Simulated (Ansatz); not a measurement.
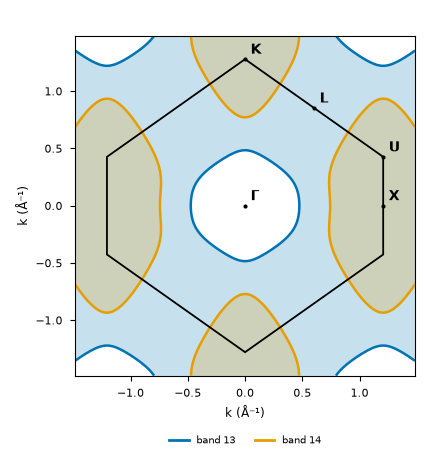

YbH₃ in space group Fm-3m: cut through the Fermi surface in the plane through Γ, X and L, filled states shaded.

Theory: DFT PBE, scalar-relativistic, plane waves, PAW; levels and slopes on a dense k mesh at the converged density (Ansatz). No spin polarisation. Mesh 34×34×34, interpolated with the band slopes. Cell and positions as given, without relaxation (residual pressure −5 GPa). The cell comes from a database of computed structures, not from a measurement.

> At which labelled points is each band filled?

```tsv
band	Γ	X	L
band 13	empty	filled	filled
band 14	empty	filled	empty
```

The f electrons are treated as band states by a semilocal functional, which places them too near the Fermi level in most such compounds. Spin-orbit coupling is left out; with Yb it can split, shift or remove sheets.
